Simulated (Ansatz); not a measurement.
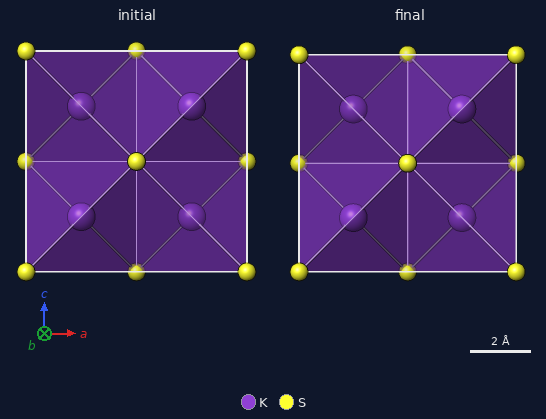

The structure of solid K$_{2}$S (a generated structure, set up in Fm-3m) before (left) and after (right) a relaxation, at one scale.

The picture is a polyhedral view of the conventional cell (4 times the calculation's cell), seen along the b axis. Lengths and directions refer to the drawn axes.

Case: Se → S on all its sites, cell and atoms relaxed.

Computed with DFT PBEsol, scalar-relativistic, plane waves, PAW in Ansatz.

The input:
```yaml
crystal:
  lattice:
    - [0.0, 3.728684961, 3.728684961]
    - [3.728684961, 0.0, 3.728684961]
    - [3.728684961, 3.728684961, 0.0]
  atoms:
    - { symbol: K, position: [0.25, 0.25, 0.25] }
    - { symbol: K, position: [0.75, 0.75, 0.75] }
    - { symbol: S, position: [0.0, 0.0, 0.0] }
basis:
  ecutwfc: 420
kpoints:
  mp_grid: { grid: [6, 6, 6] }
hamiltonian:
  xc: pbesol
scf:
  occupations: { method: gaussian, width: 0.02 }
output:
  forces: true
  stress: true
  eigenvalues: true
relax:
  adjacent_minimum: "off"
  f_tol: 0.01
  max_steps: 60
  cell: { stress_tol: 0.1 }
```

> Describe what moved and what it gained.

The energy falls by 4.7 meV per atom in 2 accepted moves (3 points after the start). All forces vanish by symmetry, so only the cell relaxes. The pressure goes from −0.88 to 0.04 GPa. At 1 point the geometry stayed and the basis and grid were re-selected for the new cell (energy shift of less than 0.05 meV per atom at most each time). No atom moves by more than 0.005 Å relative to the cell. The volume changes by −5.0 %, with a = b = c 7.457 → 7.332 Å (−1.7 %). Some distances before and after: K1–S3 3.229 → 3.175 Å. The space group stays Fm-3m (No. 225). The run took about 6 core-seconds on a shared host.
